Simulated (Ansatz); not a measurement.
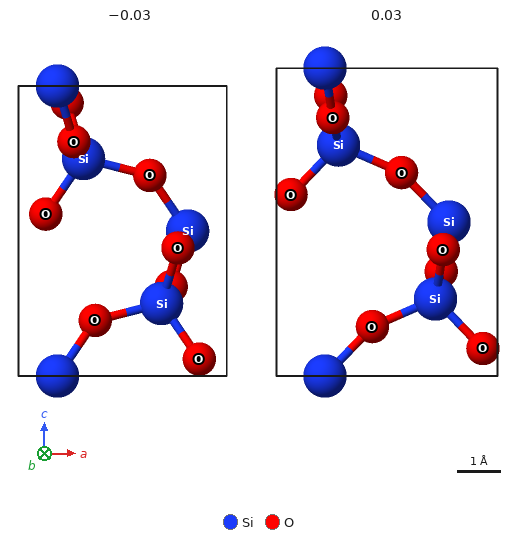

Solid SiO$_{2}$ (set up in P4_32_12), under equal strain along all axes (cell held, atoms relaxed), with energies (extrapolated to zero smearing) counted from the relaxed crystal, which is the row at zero. The picture shows the first and the last member. The picture is a ball-and-stick view of the cell of the calculation, seen along the b axis.

Computed with Ansatz 0.2.0: DFT PBEsol, scalar-relativistic, plane waves, PAW. Settings: plane-wave cutoff 420 eV; k-point mesh 6 × 6 × 4; occupations gaussian; smearing width 0.02 eV; no spin polarisation; atoms relaxed in a fixed cell; force threshold 0.008 eV/Å.

```csv
strain,energy (meV/atom),a (Å),c (Å),band gap (eV)
−0.03,5.68,4.877,6.796,5.68
−0.015,1.47,4.952,6.901,5.63
0.0,0.00,5.028,7.006,5.57
0.015,?,?,?,?
0.03,4.59,5.179,7.216,5.48
```

> Estimate the missing row from the others, and compare with the calculation.

A parabola through three neighbouring rows (−0.015, 0.0, 0.03) gives, with Lagrange weights, (−0.3333)(1.47) + (1.0000)(0.00) + (0.3333)(4.59) = 1.04 meV/atom. The calculation gives 1.08 meV/atom (a = 5.103 Å, c = 7.111 Å). The estimate is 0.04 meV/atom too low. For the gap a parabola through the rows −0.015, 0.0, 0.03 gives 5.52 eV, and the calculation 5.52 eV (semilocal gaps, lower than measured ones as a rule).

The whole series:

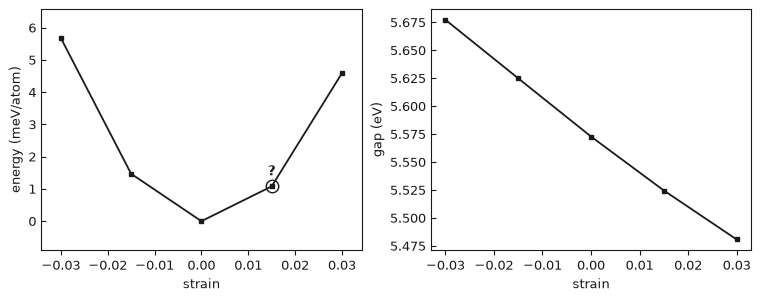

Each member starts from this one structure; whether another phase lies lower wasn't checked.
